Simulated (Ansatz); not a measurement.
Single-point calculation, with input and output: FeCo3 (part 2 of 3)

The same run, continued: FeCo3 (Pm-3m, 4 atoms in the cell); DFT r2SCAN, scalar-relativistic, plane waves, PAW, spin-polarised (Ansatz 0.2.0); cutoff 500 eV, 12×12×12 k-mesh, Gaussian smearing of 0.1 eV, collinear spins. The structure derives from a Materials Project entry. It belongs to a series of runs on one base structure; here: ferrimagnetic in the cell, signs +++-.

Geometry of the input (Å; fractional positions):
```
3.5357  0.0000  0.0000
0.0000  3.5357  0.0000
0.0000  0.0000  3.5357
Fe 0.0000  0.0000  0.0000
Co 0.5000  0.5000  0.0000
Co 0.5000  0.0000  0.5000
Co 0.0000  0.5000  0.5000
```

**Output, continued**
```
SCF iter   1: F=-19877.592048 eV  HF=-19877.832156 eV  |F-HF|=2.40e-1  |Δ(HF+E_count)|=         —  Δρ=1.11e-1 (↑1.11e-1 ↓8.55e-2)  dr2=1.89e0  dr2_τ=7.42e-2  dr2_m=3.44e0  M=5.851 μB ∫|m|=9.567 μB  β_m=1.20  ethr=2.81e-3  ⟨swp⟩=1.3  Hψ=90365  notcnv=0
Mixer restart at iter 1: flushing history
preconditioner: auto → Kerker (q_TF=auto, 2.924 Å⁻¹)  [metal: Δε(μ)=0.001 eV  Ē_g=11.389 eV  σ=0.100 eV  W_gap=0.01  n_scr=18 (ndim 8)  ℏωp=33.0 eV  f_vac=0.000  D(μ)=4.67/eV (n_scr^D=80)]
spin=Collinear: Kerker preconditioning applied to the charge; magnetization (m = ρ↑ − ρ↓) channel mixes plain (no charge-response kernel on spin).
spin-set hold released at iteration 1 (the charge has settled, or the pull on large starting moments outlasts its swing): the magnetisation degrees of freedom join the quasi-Newton model from the next iteration; the mixer history was flushed
SCF iter   2: F=-19879.069143 eV  HF=-19878.157781 eV  |F-HF|=9.11e-1  |Δ(HF+E_count)|=   3.26e-1  Δρ=1.93e-2 (↑1.93e-2 ↓1.93e-2)  dr2=1.93e-1  dr2_τ=7.13e-3  dr2_m=4.51e-2  M=5.385 μB ∫|m|=9.132 μB  β_m=1.20  ethr=2.81e-3  ⟨swp⟩=3.2  Hψ=36454  notcnv=0  defer=11  κ⁻¹=1.0e0(r=1)
SCF iter   3: F=-19879.048985 eV  HF=-19878.728408 eV  |F-HF|=3.21e-1  |Δ(HF+E_count)|=   5.71e-1  Δρ=2.85e-2 (↑2.85e-2 ↓1.46e-2)  dr2=3.45e-1  dr2_τ=2.53e-3  dr2_m=1.08e-1  M=5.539 μB ∫|m|=8.939 μB  β_m=1.20  ethr=2.88e-4  ⟨swp⟩=2.5  Hψ=37771  notcnv=0  defer=2536  κ⁻¹=5.8e-2(r=2)
SCF iter   4: F=-19879.293912 eV  HF=-19878.872027 eV  |F-HF|=4.22e-1  |Δ(HF+E_count)|=   1.44e-1  Δρ=1.44e-2 (↑1.40e-2 ↓1.44e-2)  dr2=8.60e-2  dr2_τ=1.10e-3  dr2_m=4.49e-2  M=5.392 μB ∫|m|=8.829 μB  β_m=1.20  ethr=2.88e-4  ⟨swp⟩=2.0  Hψ=21680  notcnv=0  defer=2541  κ⁻¹=9.9e-3(r=3)
SCF iter   5: F=-19879.411275 eV  HF=-19879.120378 eV  |F-HF|=2.91e-1  |Δ(HF+E_count)|=   2.48e-1  Δρ=1.35e-2 (↑1.35e-2 ↓9.23e-3)  dr2=4.69e-2  dr2_τ=6.15e-4  dr2_m=3.07e-2  M=5.383 μB ∫|m|=8.627 μB  β_m=1.20  ethr=1.28e-4  ⟨swp⟩=2.1  Hψ=25486  notcnv=0  defer=2548  κ⁻¹=2.2e-3(r=4)
SCF iter   6: F=-19879.522580 eV  HF=-19879.309562 eV  |F-HF|=2.13e-1  |Δ(HF+E_count)|=   1.89e-1  Δρ=1.06e-2 (↑1.06e-2 ↓9.11e-3)  dr2=2.65e-2  dr2_τ=5.47e-4  dr2_m=1.88e-2  M=5.300 μB ∫|m|=8.431 μB  β_m=1.20  ethr=7.00e-5  ⟨swp⟩=2.2  Hψ=33022  notcnv=0  defer=2536  κ⁻¹=2.2e-4(r=5)
SCF iter   7: F=-19879.604127 eV  HF=-19879.415998 eV  |F-HF|=1.88e-1  |Δ(HF+E_count)|=   1.06e-1  Δρ=9.66e-3 (↑9.66e-3 ↓8.72e-3)  dr2=2.30e-2  dr2_τ=5.08e-4  dr2_m=1.25e-2  M=5.208 μB ∫|m|=8.330 μB  β_m=1.20  ethr=3.95e-5  ⟨swp⟩=2.0  Hψ=33404  notcnv=0  defer=2531  κ⁻¹=6.2e-5(r=6)
SCF iter   8: F=-19879.663905 eV  HF=-19879.499335 eV  |F-HF|=1.65e-1  |Δ(HF+E_count)|=   8.33e-2  Δρ=9.97e-3 (↑9.20e-3 ↓9.97e-3)  dr2=3.51e-2  dr2_τ=5.06e-4  dr2_m=1.28e-2  M=5.065 μB ∫|m|=8.289 μB  β_m=1.20  ethr=3.44e-5  ⟨swp⟩=1.9  Hψ=28699  notcnv=0  defer=2529  κ⁻¹=2.7e-5(r=7)
SCF iter   9: F=-19879.706796 eV  HF=-19879.564471 eV  |F-HF|=1.42e-1  |Δ(HF+E_count)|=   6.51e-2  Δρ=9.68e-3 (↑9.68e-3 ↓9.67e-3)  dr2=3.91e-2  dr2_τ=5.34e-4  dr2_m=1.34e-2  M=4.931 μB ∫|m|=8.276 μB  β_m=1.20  ethr=3.44e-5  ⟨swp⟩=1.8  Hψ=22460  notcnv=0  defer=2529  κ⁻¹=2.7e-5(r=8)
SCF iter  10: F=-19879.730528 eV  HF=-19879.590589 eV  |F-HF|=1.40e-1  |Δ(HF+E_count)|=   2.61e-2  Δρ=9.93e-3 (↑9.93e-3 ↓9.82e-3)  dr2=4.04e-2  dr2_τ=5.52e-4  dr2_m=1.41e-2  M=4.852 μB ∫|m|=8.281 μB  β_m=1.20  ethr=3.44e-5  ⟨swp⟩=1.1  Hψ=18883  notcnv=0  defer=2529  κ⁻¹=1.4e-4(r=8)
SCF iter  11: F=-19879.682773 eV  HF=-19879.573796 eV  |F-HF|=1.09e-1  |Δ(HF+E_count)|=   1.68e-2  Δρ=8.76e-3 (↑7.55e-3 ↓8.76e-3)  dr2=3.00e-2  dr2_τ=3.67e-4  dr2_m=1.00e-2  M=5.089 μB ∫|m|=8.209 μB  β_m=1.20  ethr=3.44e-5  ⟨swp⟩=2.0  Hψ=32922  notcnv=0  defer=2538  κ⁻¹=3.6e-4(r=8)
SCF iter  12: F=-19879.688971 eV  HF=-19879.680211 eV  |F-HF|=8.76e-3  |Δ(HF+E_count)|=   1.06e-1  Δρ=8.15e-3 (↑4.18e-3 ↓8.15e-3)  dr2=3.80e-2  dr2_τ=1.82e-4  dr2_m=7.35e-3  M=5.169 μB ∫|m|=7.973 μB  β_m=1.20  ethr=3.44e-5  ⟨swp⟩=2.0  Hψ=36991  notcnv=0  defer=2556  κ⁻¹=3.1e-3(r=8)
SCF iter  13: F=-19879.713000 eV  HF=-19879.672559 eV  |F-HF|=4.04e-2  |Δ(HF+E_count)|=   7.65e-3  Δρ=5.52e-3 (↑5.52e-3 ↓3.63e-3)  dr2=7.79e-3  dr2_τ=1.54e-4  dr2_m=3.31e-3  M=5.159 μB ∫|m|=8.025 μB  β_m=1.20  ethr=3.44e-5  ⟨swp⟩=2.0  Hψ=31081  notcnv=0  defer=2565  κ⁻¹=1.6e-3(r=8)
SCF iter  14: F=-19879.724051 eV  HF=-19879.711738 eV  |F-HF|=1.23e-2  |Δ(HF+E_count)|=   3.92e-2  Δρ=3.45e-3 (↑2.37e-3 ↓3.45e-3)  dr2=4.77e-3  dr2_τ=5.03e-5  dr2_m=1.61e-3  M=5.158 μB ∫|m|=7.896 μB  β_m=1.20  ethr=1.16e-5  ⟨swp⟩=2.0  Hψ=33497  notcnv=0  defer=2565  κ⁻¹=2.0e-3(r=8)
SCF iter  15: F=-19879.732902 eV  HF=-19879.727746 eV  |F-HF|=5.16e-3  |Δ(HF+E_count)|=   1.60e-2  Δρ=2.18e-3 (↑2.18e-3 ↓2.07e-3)  dr2=9.51e-4  dr2_τ=1.95e-5  dr2_m=1.09e-3  M=5.186 μB ∫|m|=7.792 μB  β_m=1.20  ethr=7.12e-6  ⟨swp⟩=2.0  Hψ=34092  notcnv=0  defer=2584  κ⁻¹=1.3e-3(r=8)
SCF iter  16: F=-19879.735914 eV  HF=-19879.733136 eV  |F-HF|=2.78e-3  |Δ(HF+E_count)|=   5.39e-3  Δρ=2.26e-3 (↑2.26e-3 ↓1.15e-3)  dr2=6.75e-4  dr2_τ=2.81e-5  dr2_m=6.04e-4  M=5.189 μB ∫|m|=7.720 μB  β_m=1.20  ethr=1.42e-6  ⟨swp⟩=2.1  Hψ=31872  notcnv=0  defer=2584  κ⁻¹=1.4e-3(r=8)
SCF iter  17: F=-19879.735055 eV  HF=-19879.733484 eV  |F-HF|=1.57e-3  |Δ(HF+E_count)|=   3.48e-4  Δρ=1.04e-3 (↑9.79e-4 ↓1.04e-3)  dr2=7.11e-4  dr2_τ=7.43e-6  dr2_m=1.20e-4  M=5.136 μB ∫|m|=7.781 μB  β_m=1.20  ethr=1.01e-6  ⟨swp⟩=2.2  Hψ=31143  notcnv=0  defer=2584  κ⁻¹=1.3e-3(r=8)
SCF iter  18: F=-19879.735850 eV  HF=-19879.734927 eV  |F-HF|=9.23e-4  |Δ(HF+E_count)|=   1.44e-3  Δρ=6.65e-4 (↑6.65e-4 ↓6.38e-4)  dr2=2.26e-4  dr2_τ=2.98e-6  dr2_m=4.22e-5  M=5.139 μB ∫|m|=7.756 μB  β_m=1.20  ethr=1.01e-6  ⟨swp⟩=2.2  Hψ=25442  notcnv=0  defer=2584  κ⁻¹=8.7e-4(r=8)
SCF iter  19: F=-19879.736287 eV  HF=-19879.736020 eV  |F-HF|=2.68e-4  |Δ(HF+E_count)|=   1.09e-3  Δρ=7.55e-4 (↑5.71e-4 ↓7.55e-4)  dr2=2.96e-4  dr2_τ=3.08e-6  dr2_m=3.43e-5  M=5.144 μB ∫|m|=7.723 μB  β_m=1.20  ethr=3.37e-7  ⟨swp⟩=2.0  Hψ=30676  notcnv=0  defer=2584  κ⁻¹=5.8e-5(r=8)
SCF iter  20: F=-19879.736464 eV  HF=-19879.736357 eV  |F-HF|=1.07e-4  |Δ(HF+E_count)|=   3.37e-4  Δρ=7.31e-4 (↑7.31e-4 ↓5.08e-4)  dr2=2.83e-4  dr2_τ=2.09e-6  dr2_m=4.20e-5  M=5.151 μB ∫|m|=7.706 μB  β_m=1.20  ethr=3.37e-7  ⟨swp⟩=2.0  Hψ=25795  notcnv=0  defer=2584  κ⁻¹=5.2e-5(r=8)
SCF iter  21: F=-19879.736407 eV  HF=-19879.736264 eV  |F-HF|=1.42e-4  |Δ(HF+E_count)|=   9.26e-5  Δρ=3.43e-4 (↑3.05e-4 ↓3.43e-4)  dr2=5.18e-5  dr2_τ=6.14e-7  dr2_m=1.18e-5  M=5.166 μB ∫|m|=7.706 μB  β_m=1.20  ethr=3.37e-7  ⟨swp⟩=1.8  Hψ=21727  notcnv=0  defer=2584  κ⁻¹=6.6e-4(r=8)
SCF iter  22: F=-19879.736450 eV  HF=-19879.736380 eV  |F-HF|=6.95e-5  |Δ(HF+E_count)|=   1.16e-4  Δρ=2.22e-4 (↑1.79e-4 ↓2.22e-4)  dr2=2.21e-5  dr2_τ=2.91e-7  dr2_m=1.37e-6  M=5.179 μB ∫|m|=7.691 μB  β_m=1.20  ethr=7.73e-8  ⟨swp⟩=2.0  Hψ=29184  notcnv=0  defer=2584  κ⁻¹=7.3e-4(r=8)
SCF iter  23: F=-19879.736480 eV  HF=-19879.736459 eV  |F-HF|=2.06e-5  |Δ(HF+E_count)|=   7.90e-5  Δρ=1.60e-4 (↑1.48e-4 ↓1.60e-4)  dr2=1.53e-5  dr2_τ=1.40e-7  dr2_m=2.00e-6  M=5.182 μB ∫|m|=7.692 μB  β_m=1.20  ethr=3.30e-8  ⟨swp⟩=2.0  Hψ=29318  notcnv=0  defer=2592  κ⁻¹=1.1e-3(r=8)
SCF iter  24: F=-19879.736495 eV  HF=-19879.736490 eV  |F-HF|=4.59e-6  |Δ(HF+E_count)|=   3.07e-5  Δρ=1.49e-4 (↑1.49e-4 ↓9.60e-5)  dr2=8.03e-6  dr2_τ=1.01e-7  dr2_m=2.39e-6  M=5.191 μB ∫|m|=7.688 μB  β_m=1.20  ethr=2.29e-8  ⟨swp⟩=2.0  Hψ=29055  notcnv=0  defer=2593  κ⁻¹=2.0e-4(r=8)
SCF iter  25: F=-19879.736501 eV  HF=-19879.736499 eV  |F-HF|=1.83e-6  |Δ(HF+E_count)|=   9.19e-6  Δρ=4.46e-5 (↑4.46e-5 ↓4.19e-5)  dr2=1.20e-6  dr2_τ=1.76e-8  dr2_m=7.22e-8  M=5.189 μB ∫|m|=7.687 μB  β_m=1.20  ethr=1.20e-8  ⟨swp⟩=2.0  Hψ=29117  notcnv=0  defer=2600  κ⁻¹=2.6e-4(r=8)
SCF iter  26: F=-19879.736503 eV  HF=-19879.736502 eV  |F-HF|=1.02e-6  |Δ(HF+E_count)|=   2.26e-6  Δρ=3.49e-5 (↑3.49e-5 ↓2.30e-5)  dr2=4.32e-7  dr2_τ=9.95e-9  dr2_m=5.41e-8  M=5.190 μB ∫|m|=7.688 μB  β_m=1.20  ethr=1.79e-9  ⟨swp⟩=2.0  Hψ=25060  notcnv=0  defer=2604  κ⁻¹=1.1e-4(r=8)
SCF iter  27: F=-19879.736502 eV  HF=-19879.736502 eV  |F-HF|=7.91e-7  |Δ(HF+E_count)|=   1.34e-7  Δρ=3.03e-5 (↑3.03e-5 ↓1.98e-5)  dr2=2.58e-7  dr2_τ=6.89e-9  dr2_m=3.29e-8  M=5.191 μB ∫|m|=7.688 μB  β_m=1.20  ethr=6.45e-10  ⟨swp⟩=2.0  Hψ=28858  notcnv=0  defer=2604  κ⁻¹=6.1e-5(r=8)
SCF iter  28: F=-19879.736503 eV  HF=-19879.736502 eV  |F-HF|=5.19e-7  |Δ(HF+E_count)|=   7.46e-7  Δρ=2.50e-5 (↑2.50e-5 ↓1.53e-5)  dr2=1.60e-7  dr2_τ=3.48e-9  dr2_m=2.43e-8  M=5.192 μB ∫|m|=7.688 μB  β_m=1.20  ethr=3.86e-10  ⟨swp⟩=2.0  Hψ=25664  notcnv=0  defer=2604  κ⁻¹=3.6e-5(r=8)
SCF iter  29: F=-19879.736503 eV  HF=-19879.736503 eV  |F-HF|=1.76e-7  |Δ(HF+E_count)|=   8.62e-7  Δρ=1.53e-5 (↑1.53e-5 ↓1.32e-5)  dr2=8.12e-8  dr2_τ=1.64e-9  dr2_m=1.29e-8  M=5.193 μB ∫|m|=7.687 μB  β_m=1.20  ethr=1.49e-10  ⟨swp⟩=13.9  Hψ=146201  notcnv=0  κ⁻¹=5.8e-5(r=8)
SCF iter  30: F=-19879.736504 eV  HF=-19879.736504 eV  |F-HF|=1.54e-7  |Δ(HF+E_count)|=   2.30e-7  Δρ=1.35e-5 (↑1.35e-5 ↓9.50e-6)  dr2=5.64e-8  dr2_τ=1.29e-9  dr2_m=3.70e-9  M=5.193 μB ∫|m|=7.687 μB  β_m=1.20  ethr=1.21e-10  ⟨swp⟩=7.4  Hψ=101227  notcnv=0  κ⁻¹=3.1e-5(r=8)
SCF iter  31: F=-19879.736504 eV  HF=-19879.736504 eV  |F-HF|=5.96e-8  |Δ(HF+E_count)|=   2.11e-7  Δρ=9.28e-6 (↑9.28e-6 ↓6.40e-6)  dr2=3.58e-8  dr2_τ=5.89e-10  dr2_m=3.04e-9  M=5.194 μB ∫|m|=7.687 μB  β_m=1.20  ethr=8.41e-11  ⟨swp⟩=8.8  Hψ=118048  notcnv=0  κ⁻¹=7.7e-6(r=8)
SCF iter  32: F=-19879.736504 eV  HF=-19879.736504 eV  |F-HF|=7.18e-9  |Δ(HF+E_count)|=   1.69e-7  Δρ=1.30e-5 (↑1.30e-5 ↓5.37e-6)  dr2=6.77e-8  dr2_τ=4.49e-10  dr2_m=1.58e-8  M=5.194 μB ∫|m|=7.687 μB  ethr=5.34e-11  ⟨swp⟩=8.6  Hψ=112363  notcnv=0
SCF 1 converged in 32 iterations: F = -19879.736504 eV  dr2 = 6.77e-8
  greatest PAW one-centre occupation: 1.004 electrons in one spin orbital (limit 2), on the Fe atom at site 0 (counted from 0), in its partial waves of l = 1
```

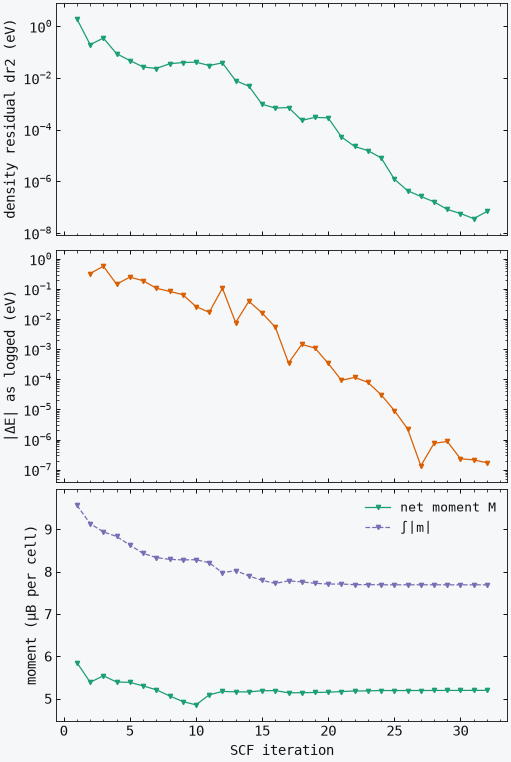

*Convergence of the self-consistent field: density residual dr2, size of the energy change and magnetic moment against the SCF iteration.*

The residual falls almost steadily, with no more than small rises. The net moment goes from 5.9 to 5.2 μB per cell.

```
this state was not tested for a lower state beside it, because the mixer in use, unlike msr1, does not test its closes by its own steps (another_mixer; see scf.mixing.algorithm and scf.lower_state_search)
SCF converged after 32 iterations
Magnetization: 5.1945 μB (36.0972 up, 30.9028 down)
Absolute magnetization: 7.7598 μB (∫|ρ↑−ρ↓|, with the PAW one-centre terms)
Spin contamination: 1.3309 ħ² per cell (⟨S²⟩ above its minimum at these occupations)
Per-site moments (μB) at R_I (Å): [(2.948883953567358, 1.0312992107801802), (1.7162932654491865, 1.0312992107801802), (1.7162932654491858, 1.0312992107801802), (-0.8284267874956185, 1.0312992107801802)]
Free energy (F): -19879.736504 eV
Harris-Foulkes:  -19879.736504 eV  (|F-HF|=7.18e-9)
Internal energy: -19879.714249 eV  (E = F + TS)
E sigma→0 (E₀):  -19879.725376 eV
Entropy (-TS):   -0.022255 eV (-5.564 meV/atom)
Fermi energy:    18.582266 eV
--- Per-component energies (eV) ---
  E_band       = -1045.442211
  E_kinetic    = 1710.807003
  E_local      = -10626.511451  (includes V_loc(G=0)·N_el)
  E_nonlocal   = 1594.429964
  E_hartree    = 4461.462407
  E_xc         = -585.710295
  E_vxc        = -857.249513  (∫ρ·V_xc dr)
  E_paw        = -5951.969988  (= ΣΔE_a)
  E_vpaw       = -1846.068431  (= ΣTr[D̂ρ^β])
  E_aug_tail   = 0.000378  (compensation charges beyond the density's cutoff)
  E_vtau       = 56.219014  (kinetic-family band-sum trace: ∫τ·v_τ [+ j·A + Jᵃ·Aᵃ] dr)
  E_ewald      = -10481.047173
  E_core_change = -1.175094  (= ΣΔE_core)
  E_smearing   = -0.022255  (= −TS)
  E_closure    = 0.000000  (closes the sum)
  Σ components = -19879.736504   (vs F -19879.736504, Δ=0.00e0)
--- Forces (eV/Å), atoms counted from 1 ---
  atom   1  Fe     0.00000000     0.00000000     0.00000000
  atom   2  Co     0.00000000     0.00000000     0.00000000
  atom   3  Co    -0.00000000     0.00000000     0.00000000
  atom   4  Co     0.00000000     0.00000000     0.00000000
  max |Σ_I F_I| component: 3.00e-29 eV/Å
--- Stress (GPa, compression-positive) ---
       -0.182942       0.000000       0.000000
        0.000000      -1.081311       0.000000
        0.000000       0.000000      -1.081311
  P = ⅓ Tr σ = -0.7819 GPa (-7.819 kbar)
```
